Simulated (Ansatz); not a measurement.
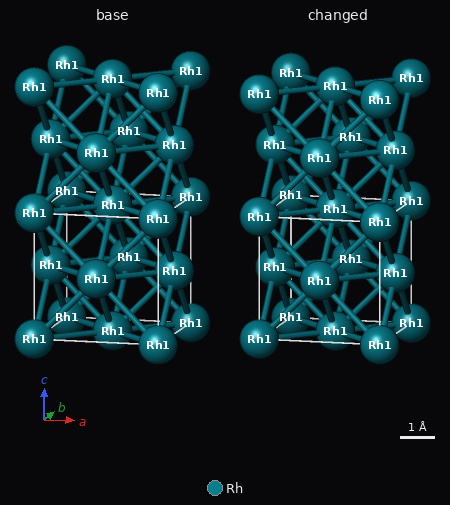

Left: a crystal of Rh (set up in Fm-3m). Right: the same structure after one change, at the same scale. Style: ball-and-stick. Shown: the conventional cell (4 times the calculation's cell), repeated 1 × 1 × 2 with one cell outlined, slightly off an axis. Lengths and directions refer to the drawn axes.

Computed with DFT r2SCAN, scalar-relativistic, plane waves, PAW in Ansatz. Settings: plane-wave cutoff 500 eV; k-point mesh 18 × 18 × 18; occupations gaussian; smearing width 0.1 eV; no spin polarisation.

The crystal is put under a hydrostatic pressure of 30 GPa. Cell and atoms are relaxed at that pressure.

### What does the change do?

The volume changes by −8.2 %, with a = b = c 3.800 → 3.693 Å (−2.8 %). No atom moves by more than 0.005 Å relative to the cell. Near-neighbour distances before and after: Rh–Rh 2.687 → 2.612 Å. The space group stays Fm-3m (No. 225). Energy change: +95.9 meV per atom. Pressure: 0.0 GPa before, 30.0 GPa after.
